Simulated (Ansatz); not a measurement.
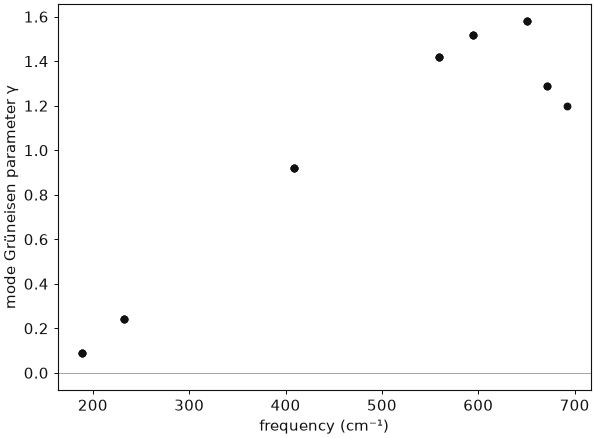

Plotted: mode Grüneisen parameters against frequency for AlGa₃N₄, space group P-43m (No. 215).

The given structure:
```yaml
crystal:
  lattice:
    - [4.46763, 0.00000, 0.00000]
    - [0.00000, 4.46763, 0.00000]
    - [0.00000, 0.00000, 4.46763]
  atoms:
    - { symbol: Al, position: [0.00000, 0.00000, 0.00000] }
    - { symbol: Ga, position: [0.50000, 0.50000, 0.00000] }
    - { symbol: Ga, position: [0.50000, 0.00000, 0.50000] }
    - { symbol: Ga, position: [0.00000, 0.50000, 0.50000] }
    - { symbol: N, position: [0.75503, 0.75503, 0.24497] }
    - { symbol: N, position: [0.75503, 0.24497, 0.75503] }
    - { symbol: N, position: [0.24497, 0.75503, 0.75503] }
    - { symbol: N, position: [0.24497, 0.24497, 0.24497] }
```

Computed with Ansatz 0.2.0: mode Grüneisen parameters, minus d ln(frequency) over d ln(volume), from cells at 0.98 and 1.02 times the rest volume with shape and atoms relaxed, modes matched by rank; plane waves with PAW datasets, Γ-centred k mesh. Level: PBEsol, no spin polarisation.

wave cutoff 420 eV; k mesh 6×6×6; occupations fixed; phonon method linear response; q mesh 1×1×1.

What range do the mode Grüneisen parameters cover, and does any mode soften under pressure?

Answer. They run from 0.09 to 1.58; none is negative, so every mode shown stiffens under compression.

Note: field response not converged on the k mesh.
